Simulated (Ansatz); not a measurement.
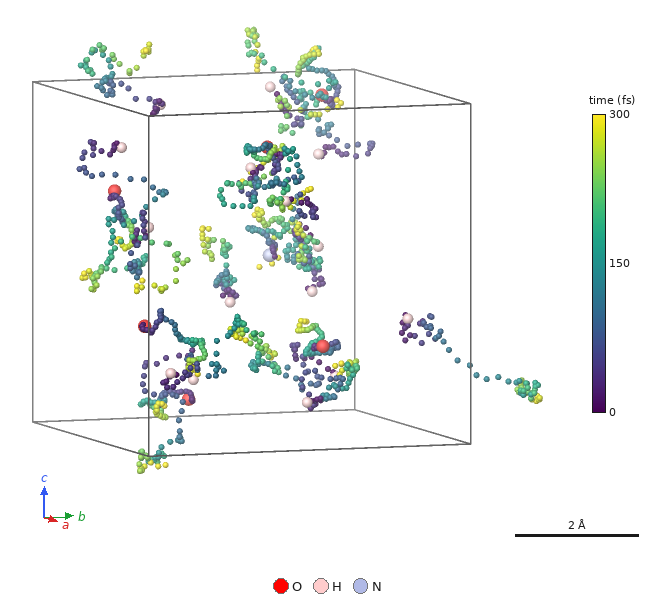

A Born-Oppenheimer molecular dynamics run of a periodic cell with 6 H2O + 1 NH3 at 1.186 g/cm³, 300 fs long. It starts from the last geometry of an earlier run, with fresh velocities. Dots mark each atom's position at evenly spaced times, coloured by time; spheres stand at the starting positions. Seen slightly off an axis in the simulation cell.

These are results of DFT PBE-D3(BJ), scalar-relativistic, plane waves, PAW (Ansatz 0.2.0), not measurements. Run with plane-wave cutoff 420 eV; k-point mesh 1 × 1 × 1; Fermi-Dirac smearing 0.05 eV; low-accuracy preset; Langevin thermostat (NVT); set temperature 1000 K; time step 0.75 fs; H given the mass 2.014 u; friction 0.05 per fs.

> How do the atoms move?

Root-mean-square distances from the starting positions over the second half, with the common drift of all atoms taken out: H 1.28 Å, O 0.67 Å, N 0.64 Å. The heavy atoms stay within a fraction of a molecule's size of their starting places, while the hydrogen atoms travel further, as molecules turn; so short a run doesn't tell a liquid from a solid. Over the second half the temperature averages 960 K (spread ±119 K). The potential energy in the second half lies on average 7.0 meV per atom above the first frame.

Limits of the set-up: the program's low-accuracy preset was used; masses were changed (H 2.014 u), which shifts the vibrations; the periodic images lie only 5.6 Å apart, so the values are limited by the cell's size.
